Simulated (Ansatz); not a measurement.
# Single-point calculation, with input and output: SiO2

- system: SiO2 (Imma, 12 atoms in the cell)
- method: DFT LDA, scalar-relativistic, plane waves, PAW, no spin polarisation (Ansatz 0.2.0)

The structure derives from a Materials Project entry. It belongs to a series of runs on one base structure; here: band edges sought over the zone.

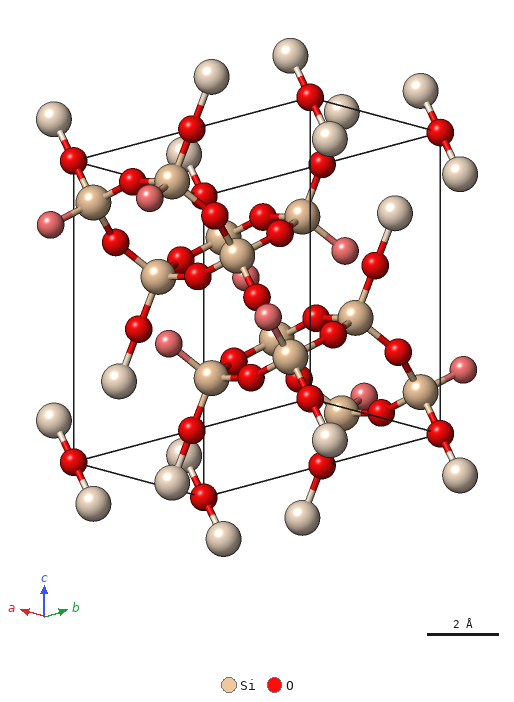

The structure (ball-and-stick view of the cell 2 times as large as that of the calculation, set on its symmetry axes, seen at an oblique angle; neighbours outside the cell are drawn fainter). An atom can appear more than once, as a periodic image.

**Input file**
```yaml
crystal:
  lattice:
    - [-2.6150634109, 4.7378720444, 4.4366928288]
    - [2.6150634109, -4.7378720444, 4.4366928288]
    - [2.6150634109, 4.7378720444, -4.4366928288]
  atoms:
    - { symbol: Si, position: [0.9275554307, 0.8441015156, 0.0834539151] }
    - { symbol: Si, position: [0.7393523996, 0.1558984844, 0.5834539151] }
    - { symbol: Si, position: [0.0724445693, 0.1558984844, 0.9165460849] }
    - { symbol: Si, position: [0.2606476004, 0.8441015156, 0.4165460849] }
    - { symbol: O, position: [0.1278353151, 0.8778353151, 0.25] }
    - { symbol: O, position: [0.8721646849, 0.1221646849, 0.75] }
    - { symbol: O, position: [0.7902924887, 0.5, 0.7902924887] }
    - { symbol: O, position: [0.2097075113, 0.0, 0.7097075113] }
    - { symbol: O, position: [0.2097075113, 0.5, 0.2097075113] }
    - { symbol: O, position: [0.7902924887, 0.0, 0.2902924887] }
    - { symbol: O, position: [0.0, 0.0, 0.0] }
    - { symbol: O, position: [0.5, 0.0, 0.5] }
basis:
  ecutwfc: 420
kpoints:
  mp_grid: { grid: [6, 6, 6] }
  band_path: { path: [VBM, CBM], npoints: 2 }
hamiltonian:
  xc: lda
scf:
  occupations: { method: gaussian, width: 0.02 }
output:
  forces: true
  stress: true
  eigenvalues: true
checkpoint:
  read: start.run
  write: ck
  compress: false
  write_wavefunctions: false
  write_every: 100000
```

Hardware: 2 threads of Oxide Virtual Turin-like (Zen 5), 32 GiB of memory available, shared host.

Run as:
```bash
ansatz run input.yaml --threads 2 --pin off --max-ram 5120MiB --backend cpu --events-out ev --progress --plain --runs-dir out
```

**Log**
```
Engine: ansatz 0.2.0, x86_64-unknown-linux-gnu
Pseudopotentials: kind: paw
Pseudopotential: Si, paw, valence charge 4, recommended cutoff 420 eV (normal), Si.paw.azcp
Pseudopotential: O, paw, valence charge 6, recommended cutoff 420 eV (normal), O.paw.azcp
Functional definition: SPW92
  exchange = slater_x
  correlation = pw_c
Crystal: 12 atoms, lattice volume = 219.880 Å³
Basis set: ecut = 420 eV, 4281 PW (Γ)
Bands: 44, of which v1, the nominal top of the filled ones, is band 32 counted from 1 (31 counted from 0)
Symmetry: 8 space group operations
Space group: Imma (ITA 74), of the structure as read, at distance tolerance 6.0e-5 Å
k-points: 46 of 216
Non-local potential: Si, projectors of the file, l = 0: 2, l = 1: 2, l = 2: 2
Non-local potential: O, projectors of the file, l = 0: 2, l = 1: 2, l = 2: 1
PAW form: soft (Blöchl's): semilocal exchange-correlation on the pseudo side does not see the compensation charge
PAW frozen core: Si, regenerated for the run's functional, and the local potential with it (the file was generated under x = pbe(κ = 0.804, μ = 0.2195149727645171), c = pbe(β = 0.06672455060314922))
PAW frozen core: O, regenerated for the run's functional, and the local potential with it (the file was generated under x = pbe(κ = 0.804, μ = 0.2195149727645171), c = pbe(β = 0.06672455060314922))
PAW one-centre angular grid: Si, 110 points (default); XC on 64 Gauss nodes
PAW one-centre angular grid: O, 110 points (default); XC on 64 Gauss nodes
Initial density: read from a saved state, or passed on in memory by an earlier SCF of this step, an earlier step, the calling program or the single point that the run made first
Initial wavefunctions: pseudopotential atomic-orbital guess
Functional: x = slater, c = lda
iter 1 solved again at ethr=5.54e-7 eV; its pass at ethr=3.10e-3 eV (dr2=3.54e-4 eV) is discarded
SCF iter   1: F=—  HF=-6890.576458 eV  |F-HF|=—  |Δ(HF+E_count)|=         —  Δρ=2.29e-6  dr2=7.85e-9  ethr=5.54e-7  ⟨swp⟩=4.3  Hψ=16132  notcnv=0
eigensolver tolerance schedule: the retry pair's looser diagonalisation over-reported the residual by 45175.63 of it (diagonalisation noise at an unbounded share of the residual, at the tolerance the schedule requests for it); recorded, not acted on — ethr = c·dr2/N_el stays at c = 1.0e-1
preconditioner: auto → Resta (q_TF=auto, 2.221 Å⁻¹)  ε∞=2.5  [insulator: Δε(μ)=5.427 eV  Ē_g=16.309 eV  σ=0.020 eV  W_gap=1.00  n_scr=40 (ndim 8)  ℏωp=20.0 eV  f_vac=0.367  D(μ)=0.00/eV (n_scr^D=0)  ε∞_Penn≈2.5  vacuum switching on, ρ_ref=1.9e-2 e/Å³]
SCF iter   2: F=—  HF=-6890.576477 eV  |F-HF|=—  |Δ(HF+E_count)|=   1.86e-5  Δρ=2.21e-6  dr2=7.27e-9  ethr=1.23e-11  ⟨swp⟩=10.2  Hψ=10747  notcnv=0
SCF iter   3: F=-6890.576477 eV  HF=-6890.576477 eV  |F-HF|=1.23e-9  |Δ(HF+E_count)|=   1.82e-9  Δρ=1.00e-6  dr2=1.49e-9  ethr=1.14e-11  ⟨swp⟩=1.7  Hψ=5667  notcnv=0
SCF 1 converged in 3 iterations: F = -6890.576477 eV  dr2 = 1.49e-9
  greatest PAW one-centre occupation: 0.857 electrons in one spin orbital (limit 2), on the O atom at site 9 (counted from 0), in its partial waves of l = 0
NSCF: frozen V_eff on 46 k-points
NSCF: frozen V_eff on 46 k-points
NSCF: frozen V_eff on 46 k-points
NSCF: frozen V_eff on 15 k-points
NSCF: frozen V_eff on 5 k-points
NSCF: frozen V_eff on 4 k-points
NSCF: frozen V_eff on 4 k-points
NSCF: frozen V_eff on 4 k-points
NSCF: frozen V_eff on 3 k-points
SCF converged after 3 iterations
Free energy (F): -6890.576477 eV
Harris-Foulkes:  -6890.576477 eV  (|F-HF|=1.23e-9)
Internal energy: -6890.576477 eV  (E = F + TS)
E sigma→0 (E₀):  -6890.576477 eV
Fermi energy:    1.974767 eV
--- Per-component energies (eV) ---
  E_band       = -497.859274
  E_kinetic    = 1604.440593
  E_local      = -6047.012808  (includes V_loc(G=0)·N_el)
  E_nonlocal   = 502.557612
  E_hartree    = 2350.249554
  E_xc         = -802.501193
  E_vxc        = -939.062319  (∫ρ·V_xc dr)
  E_paw        = -3133.347939  (= ΣΔE_a)
  E_vpaw       = -319.300188  (= ΣTr[D̂ρ^β])
  E_aug_tail   = 0.021399  (compensation charges beyond the density's cutoff)
  E_ewald      = -1366.096388
  E_core_change = 1.112695  (= ΣΔE_core)
  E_smearing   = -0.000000  (= −TS)
  E_closure    = -0.000000  (closes the sum)
  Σ components = -6890.576477   (vs F -6890.576477, Δ=0.00e0)
--- Forces (eV/Å), atoms counted from 1 ---
  atom   1  Si     0.00000000     0.00070911     0.00499504
  atom   2  Si     0.00000000     0.00070911    -0.00499504
  atom   3  Si     0.00000000    -0.00070911    -0.00499504
  atom   4  Si     0.00000000    -0.00070911     0.00499504
  atom   5  O      0.00000000     0.00000000    -0.00193519
  atom   6  O      0.00000000     0.00000000     0.00193519
  atom   7  O     -0.00000000    -0.00008582    -0.00000000
  atom   8  O      0.00000000     0.00008582     0.00000000
  atom   9  O     -0.00000000     0.00008582     0.00000000
  atom  10  O     -0.00000000    -0.00008582     0.00000000
  atom  11  O      0.00000000     0.00000000     0.00000000
  atom  12  O      0.00000000     0.00000000     0.00000000
  max |Σ_I F_I| component: 3.79e-19 eV/Å
--- Stress (GPa, compression-positive) ---
       -0.002532       0.000000       0.000000
        0.000000      -0.046697       0.000000
        0.000000       0.000000      -0.019055
  P = ⅓ Tr σ = -0.0228 GPa (-0.228 kbar)
--- Band table (eV; the first three rows and the last of 46) ---
  k-point 0: bands = ["-20.0738", "-19.1272", "-18.6157", "-18.5626", "-17.9845", "-17.9299", "-17.9177", "-17.9036", "-9.7475", "-9.3041", "-8.7327", "-6.6145", "-6.4939", "-6.4510", "-6.4282", "-5.8891", "-4.2597", "-4.0408", "-3.4321", "-3.3934", "-2.9082", "-2.9047", "-2.8683", "-2.8472", "-2.2621", "-2.2135", "-2.1980", "-2.0378", "-1.7909", "-1.4811", "-1.1950", "-0.7389", "4.6884", "7.6289", "7.9640", "8.1305", "8.3399", "8.3663", "8.7100", "9.0431", "9.0797", "9.4408", "9.5320", "9.8845"]
  k-point 1: bands = ["-20.0050", "-19.0805", "-18.8215", "-18.5203", "-17.9768", "-17.9260", "-17.9181", "-17.9063", "-9.7357", "-9.0102", "-8.8000", "-6.6161", "-6.5694", "-6.4833", "-6.3975", "-5.8718", "-4.2449", "-4.0820", "-3.5505", "-3.3311", "-3.0137", "-2.8978", "-2.8830", "-2.7592", "-2.3877", "-2.2490", "-2.2361", "-1.9050", "-1.7886", "-1.6656", "-1.1231", "-0.9025", "5.0008", "7.6224", "8.0514", "8.1472", "8.4419", "8.7272", "8.8127", "8.9624", "9.1786", "9.3795", "9.4755", "10.0986"]
  k-point 2: bands = ["-19.8071", "-19.1546", "-18.9513", "-18.6053", "-17.9576", "-17.9306", "-17.9135", "-17.9124", "-9.5717", "-8.9970", "-8.3679", "-7.0057", "-6.4997", "-6.4973", "-6.2778", "-5.9099", "-4.2356", "-4.1873", "-3.6097", "-3.3318", "-3.2076", "-2.9716", "-2.8138", "-2.5898", "-2.4984", "-2.3613", "-2.2080", "-2.0921", "-1.9915", "-1.4392", "-1.2716", "-1.0703", "5.8223", "7.6170", "8.1353", "8.1890", "8.3661", "8.4866", "9.0086", "9.1746", "9.5547", "9.6816", "9.7929", "9.8074"]
  k-point 45: bands = ["-19.6791", "-19.6094", "-19.1282", "-17.9483", "-17.9423", "-17.9171", "-17.9087", "-17.9055", "-10.7593", "-8.5065", "-7.5757", "-7.5446", "-6.7686", "-6.2755", "-6.0799", "-6.0629", "-4.1011", "-4.0356", "-3.7092", "-3.5979", "-3.1234", "-2.9350", "-2.8387", "-2.7060", "-2.5679", "-2.5216", "-2.3741", "-2.1030", "-1.3298", "-0.9955", "-0.9814", "-0.7581", "6.6083", "6.7213", "6.9591", "7.1080", "7.9039", "8.1457", "8.2404", "9.4236", "9.4366", "9.5024", "10.2044", "10.2152"]
```

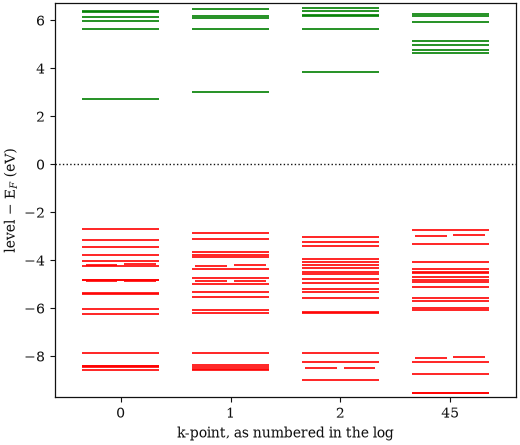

Kohn–Sham levels near the Fermi level (dotted) at the few k-points that the log prints; levels within 0.02 eV of each other stand side by side. Among these points the highest filled and lowest empty levels are 5.43 eV apart, which is the gap on the mesh.

**Key numbers**

```csv
quantity,value
outcome,converged
space group (tolerance 0.01 Å),Imma (74)
electrons treated,64
free energy,−6890.5765 eV
Fermi energy,1.975 eV
gap on the k-point mesh,5.43 eV
gap on the band path,5.43 eV
pressure,−0.02 GPa
largest force (length of the vector),0.005 eV/Å
wall time,23 s (CPU time 45 s)
peak memory,0.67 GiB
```
